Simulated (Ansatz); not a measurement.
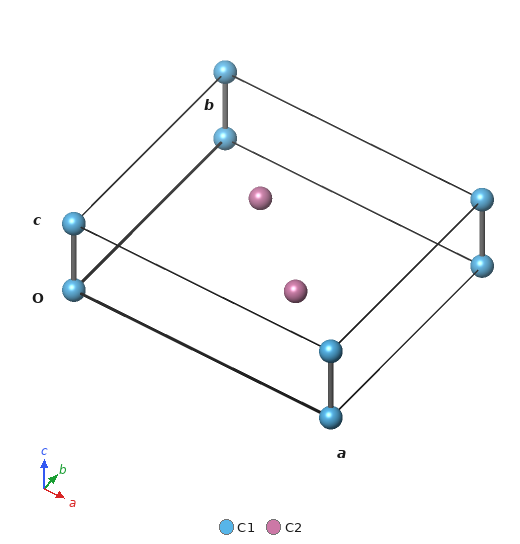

One unit cell; atoms that symmetry makes equivalent share a colour (atoms on faces, edges and corners are repeated). Crystal: C, the input geometry of an electronic-structure calculation (not necessarily at equilibrium); the starting structure was generated, so it need not be a known form of this composition. Symmetry computed with spglib at a tolerance of 0.002 Å; standard conventional cell.

a = 7.370 Å, b = 7.370 Å, c = 1.289 Å, α = 90.00°, β = 90.00°, γ = 120.00°; space group P6/mmm (No. 191).

One atom of each site: C1 (0, 0, 0); C2 (1/3, 2/3, 1/2).

Give the multiplicity, Wyckoff letter and site symmetry of each site.

```json
{"site": "C1", "Wyckoff": "1a", "symmetry": "6/mmm"}
{"site": "C2", "Wyckoff": "2d", "symmetry": "-6m2"}
```

How many free positional parameters does the structure have?

0: C1 0, C2 0.
